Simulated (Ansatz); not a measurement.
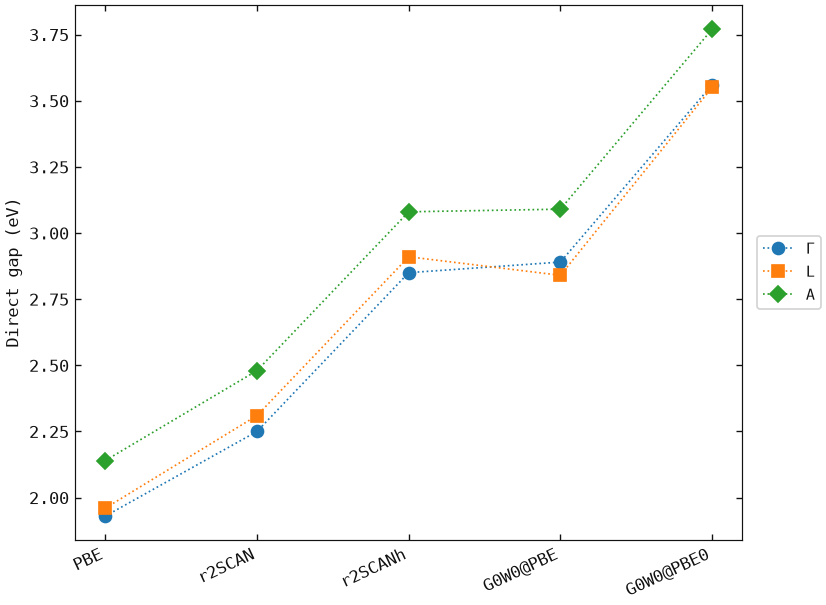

Direct gap at each named k point, by several methods on one cell of CdI2-type HfS$_{2}$, space group P-3m1 (No. 164), 3 atoms in the cell, relaxed with r2SCAN+rVV10; a = 3.630 Å, c = 5.878 Å (hexagonal axes). All runs are without spin-orbit coupling and carry no moments. The names follow the standardised cell of this lattice; in reduced coordinates of the cell that was run, L is (0.5, 0, 0.5) and A is (0, 0, 0.5). The smallest gap is indirect or lies off these points.

Q: How do the methods rank at Γ?

A: From low to high: PBE 1.93, r2SCAN 2.25, r2SCANh 2.85, G0W0@PBE 2.89, G0W0@PBE0 3.56 eV. Too close to rank are r2SCANh against G0W0@PBE (different cutoffs).

```
   method  program  Γ (eV)  L (eV)  A (eV)
      PBE   Ansatz    1.93    1.96    2.14
   r2SCAN   Ansatz    2.25    2.31    2.48
  r2SCANh   Ansatz    2.85    2.91    3.08
 G0W0@PBE   Ansatz    2.89    2.84    3.09
G0W0@PBE0   Ansatz    3.56    3.55    3.77
```

Settings. PBE: Ansatz PAW set, 12×12×4 k mesh, 420 eV cutoff, Fermi-Dirac smearing of 0.02 eV (Ansatz 0.2.0). r2SCAN: Ansatz PAW set, 12×12×4 k mesh, 500 eV cutoff, fixed occupations (Ansatz 0.2.0). r2SCANh: Ansatz PAW set, 6×6×4 k mesh, 500 eV cutoff, fixed occupations (Ansatz 0.2.0). G0W0@PBE: PBE, Ansatz PAW set, 6×6×4 k mesh, 420 eV cutoff, fixed occupations (Ansatz 0.2.0), G0W0 with empty bands 152, screening cutoff 100 eV and frequency treatment contour deformation. G0W0@PBE0: PBE0, Ansatz PAW set, 6×6×4 k mesh, 420 eV cutoff, fixed occupations (Ansatz), G0W0 with empty bands 367, screening cutoff 180 eV and frequency treatment contour deformation.

These are five of the 12 methods that were run on this cell. Spin-orbit coupling is left out, which matters for Hf. r2SCAN, r2SCANh and G0W0@PBE0: the PAW data sets were made with another functional. LDA, GGA and most meta-GGA functionals understate gaps. G0W0@PBE and G0W0@PBE0: the k mesh is thin for GW. r2SCANh: the k mesh is thin for exact exchange. Over all k points computed the smallest gap is 1.03 eV in PBE, 1.34 eV in r2SCAN, 1.90 eV in r2SCANh, 1.88 eV in G0W0@PBE and 2.51 eV in G0W0@PBE0, from the valence top at a point off the named ones to the conduction bottom at L. The GW runs differ in bands or cutoffs. The GW values are at finite bands, cutoffs and mesh, short of the basis limit.
